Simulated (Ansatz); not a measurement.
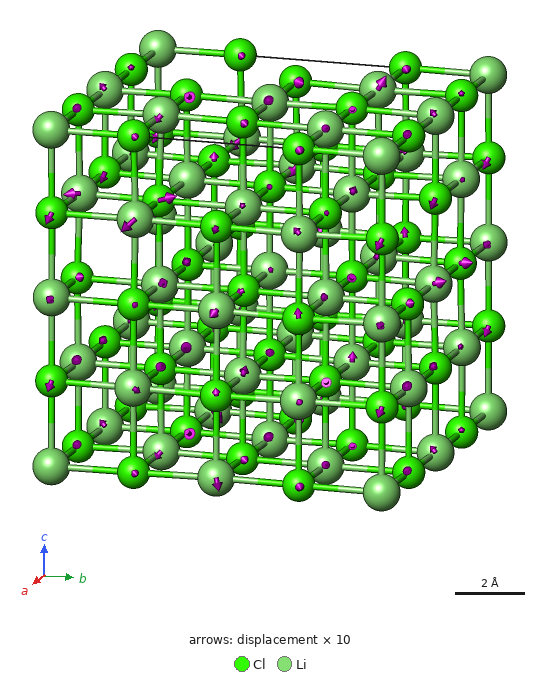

This is a relaxation of a defect cell of composition Cl₃₁Li₃₂. The starting structure is drawn; purple arrows show the displacements, magnified 10 times.

A ball-and-stick model of the cell of the calculation, seen slightly off an axis.

Level of theory: Ansatz 0.2.0, DFT, PBEsol, PAW, plane waves. Set-up: plane-wave cutoff 420 eV; k-point mesh 1 × 1 × 1; mesh shifted by (0.25, 0.25, 0.25); collinear spin; atoms relaxed in a fixed cell; force threshold 0.03 eV/Å; at most 80 steps.

> Describe the change and its energy.

The energy falls by 95.0 meV per cell of the calculation in 2 geometry steps. Largest force component: 0.24 eV/Å at the start, 0.0069 eV/Å at the end. A Cl atom moves most: 0.064 Å roughly along [0 3 1]. Largest moves by element: Cl 0.064 Å, Li 0.060 Å. The lattice vectors keep their values. Among the contacts that change: Cl–Li 2.428 → 2.529 Å, Cl–Li 2.607 → 2.535 Å, Cl–Li 2.488 → 2.554 Å, Cl–Li 2.464 → 2.529 Å. Bond angles that change, for instance: Cl–Li–Cl 175.5° → 179.8°, Li–Cl–Li 175.8° → 179.9°, Li–Cl–Li 92.9° → 90.0°. Cost: 4.5 s on 1 × NVIDIA GB300 Max-Q with 8 threads of Arm Neoverse-V2, peak memory 1.8 GiB.
